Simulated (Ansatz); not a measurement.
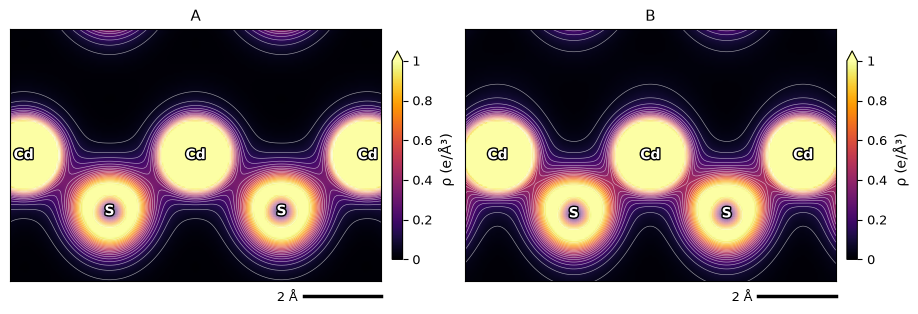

CdS. The valence pseudo-density of two cells that differ in size and shape, on the (11̄0) plane of each (indices in the axes of the calculation cell), at one length scale and on one colour scale: A has 28.7 Å³ an atom and B 23.6.

Space group I-4m2.

Computed with Ansatz 0.2.0, DFT PBE, scalar-relativistic, plane waves, PAW.

Core electrons are frozen (PAW), and the valence fields are smoothed inside the atomic spheres.

Question: What changes from the larger cell to the smaller?

Answer: From the larger cell to the smaller, Cd–S goes from 2.66 to 2.49 Å, and the density at its midpoint from 0.34 to 0.45 e/Å³; the pressure goes from −4.3 to 6 GPa; the Kohn–Sham gap goes from 0.68 eV to 1.1 eV.
